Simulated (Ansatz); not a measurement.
A series of calculations on Mo

### Relaxation

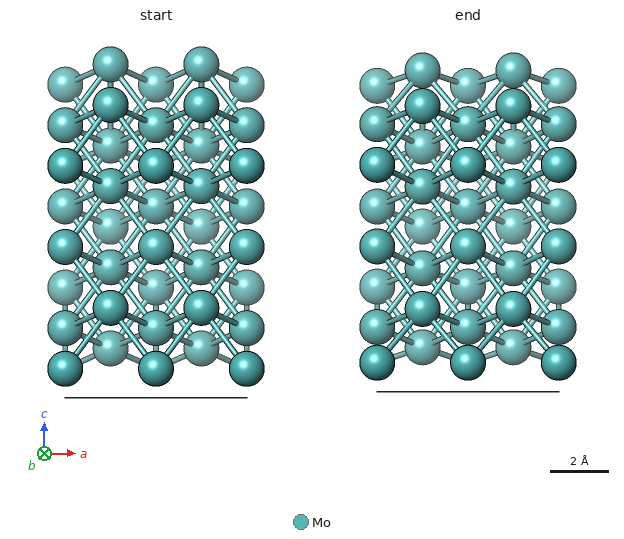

The structure of a slab of composition Mo (cut from the Im-3m phase) before (left) and after (right) a relaxation, at one scale.

A ball-and-stick model of the 2 × 1 repeat of the cell, outlined in the plane, without the vacuum (origin shifted), seen along the b axis.

Case: (2 1 0) slab, atoms relaxed. The slab is the (2 1 0) face of Mo.

Level of theory: DFT PBEsol, scalar-relativistic, plane waves, PAW in Ansatz.

The input:
```yaml
crystal:
  lattice:
    - [3.1293068543, 0.0, 0.0]
    - [0.0, 6.9973428486, 0.0]
    - [0.0, 0.0, 25.496014273]
  atoms:
    - { symbol: Mo, position: [0.5, 0.7, 0.2941636257] }
    - { symbol: Mo, position: [0.0, 0.4, 0.3216084756] }
    - { symbol: Mo, position: [0.5, 0.1, 0.3490533255] }
    - { symbol: Mo, position: [0.0, 0.8, 0.3764981754] }
    - { symbol: Mo, position: [0.5, 0.5, 0.4039430253] }
    - { symbol: Mo, position: [0.0, 0.2, 0.4313878752] }
    - { symbol: Mo, position: [0.5, 0.9, 0.4588327251] }
    - { symbol: Mo, position: [0.0, 0.6, 0.486277575] }
    - { symbol: Mo, position: [0.5, 0.3, 0.513722425] }
    - { symbol: Mo, position: [0.0, 0.0, 0.5411672749] }
    - { symbol: Mo, position: [0.5, 0.7, 0.5686121248] }
    - { symbol: Mo, position: [0.0, 0.4, 0.5960569747] }
    - { symbol: Mo, position: [0.5, 0.1, 0.6235018246] }
    - { symbol: Mo, position: [0.0, 0.8, 0.6509466745] }
    - { symbol: Mo, position: [0.5, 0.5, 0.6783915244] }
    - { symbol: Mo, position: [0.0, 0.2, 0.7058363743] }
basis:
  ecutwfc: 420
kpoints:
  mp_grid: { grid: [11, 5, 1] }
hamiltonian:
  xc: pbesol
scf:
  occupations: { method: gaussian, width: 0.1 }
output:
  forces: true
  eigenvalues: true
  write_density: true
  write_potential: true
  elf: true
  volumetric_format: npy
relax:
  adjacent_minimum: "off"
  f_tol: 0.02
  max_steps: 60
efield:
  axis: 3
  dipole_correction: true
  ramp_width: 0.04
```

Command:
```bash
ansatz run input.yaml --threads 4 --pin off --max-ram 10240MiB --backend cpu --events-out ev --progress --plain --runs-dir out
```

Summarise the run.

The largest moves relative to the layer's centre, 0.25 Å, are those of Mo1 and Mo16. Mo16 goes at 32° to the normal (−c side). The cell stays as it was. Near-neighbour distances that change, for instance: Mo12–Mo16 3.129 → 2.923 Å, Mo15–Mo16 2.710 → 2.535 Å, Mo13–Mo16 2.710 → 2.570 Å, Mo11–Mo14 2.710 → 2.636 Å. Bond angles that change, for instance: Mo2–Mo1–Mo4 109.5° → 118.3°, Mo2–Mo1–Mo2 70.5° → 76.2°, Mo4–Mo1–Mo4 70.5° → 75.0°. The energy falls by 0.701 eV per cell of the calculation in 5 accepted moves (6 points after the start). The largest force component goes from 2 to 0.0086 eV/Å. The line search rejected the trial step at point 3 of the run. Cost: 6.7 min on 4 threads of Arm Neoverse V2, on a shared host, peak memory 2.2 GiB.

### Relaxation

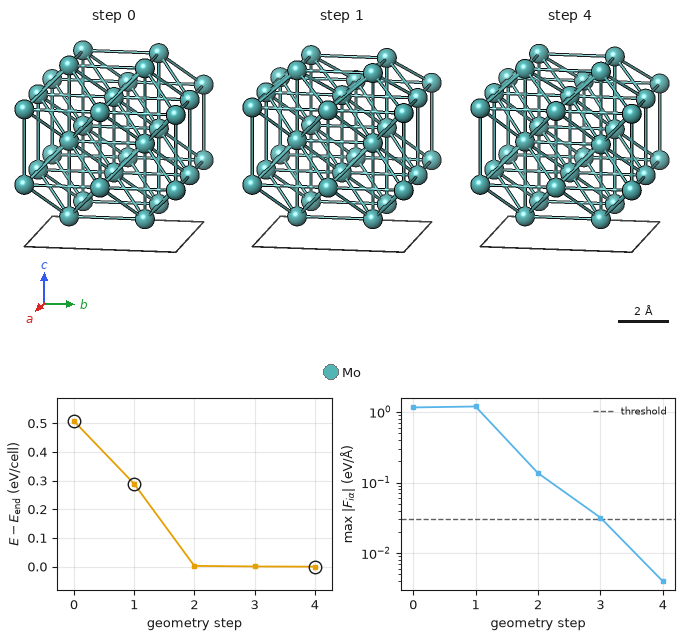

Frames of a constrained relaxation of a slab of composition Mo (cut from the Im-3m phase), marked on the history of the run. The picture is a ball-and-stick view of the cell of the calculation, outlined in the plane, without the vacuum, seen slightly off an axis.

Case: clean slab, lower planes held. The slab is the (1 0 0) face of Mo. 8 atoms are held fixed.

All numbers below come from DFT PBE+D3(BJ), scalar-relativistic, plane waves, PAW (Ansatz 0.2.0). Settings: plane-wave cutoff 420 eV; k-point mesh 3 × 3 × 1; occupations gaussian; smearing width 0.1 eV; no spin polarisation; dipole correction; atoms relaxed in a fixed cell; force threshold 0.03 eV/Å; at most 70 steps.

What happens along the run?

The largest moves, 0.14 Å, are those of Mo atoms. The lattice vectors keep their values. Some distances before and after: Mo–Mo 3.130 → 3.018 Å, Mo–Mo 2.711 → 2.607 Å, Mo–Mo 3.130 → 3.178 Å, Mo–Mo 2.711 → 2.756 Å. The energy falls by 0.508 eV per cell of the calculation in 4 geometry steps. The largest force component goes from 1.2 to 0.004 eV/Å. The run took 79 s on 4 threads of Arm Neoverse V2, with other jobs on the host, peak memory 2 GiB. From step 0 to 1: Mo atoms move most (0.20 Å), energy −0.219 eV per cell of the calculation. From step 1 to 4: Mo atoms move most (0.06 Å), energy −0.289 eV per cell of the calculation.

```
step  E − E(0), meV/atom  largest force component, eV/Å
   0                0.00                         1.1562
   1              -10.94                         1.1927
   2              -25.26                         0.1361
   3              -25.36                         0.0319
   4              -25.40                         0.0040
```

### A change

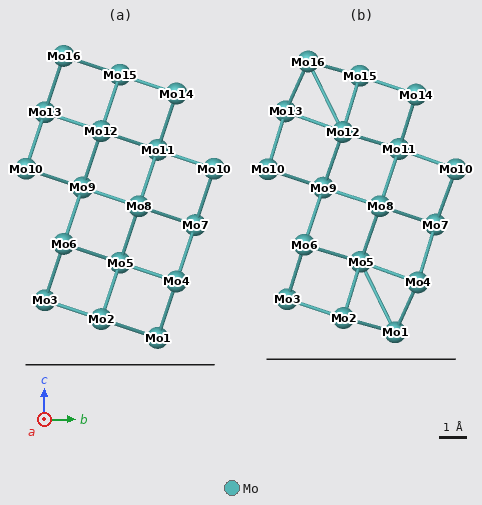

Left: a (2 1 0) slab of Mo as cut from the relaxed bulk. Right: the same structure after one change, at the same scale. The picture is a ball-and-stick view of the 2 × 1 repeat of the cell, outlined in the plane, without the vacuum, seen along the a axis.

Level of theory: DFT PBEsol, scalar-relativistic, plane waves, PAW in Ansatz 0.2.0. Set-up: plane-wave cutoff 420 eV; occupations gaussian; smearing width 0.1 eV; no spin polarisation. The k-mesh is chosen for each cell (11×5×48, 11×5×1).

The atoms of the slab are relaxed at the bulk's in-plane cell.

Question: What does the change do?

Answer: The surface energy (mean of the two faces) falls from 3.75 to 3.49 J/m². The top spacing, between the Mo and Mo planes, goes from 0.70 to 0.53 Å (−24.1 %), the bottom one (Mo to Mo) from 0.70 to 0.53 Å (−24.1 %). The lattice vectors keep their values. The largest moves relative to the layer's centre, 0.25 Å, are those of Mo1 and Mo16. Mo16 goes at 32° to the normal (−c side). Some distances before and after: Mo–Mo 3.129 → 2.923 Å, Mo–Mo 2.710 → 2.535 to 2.754 Å.
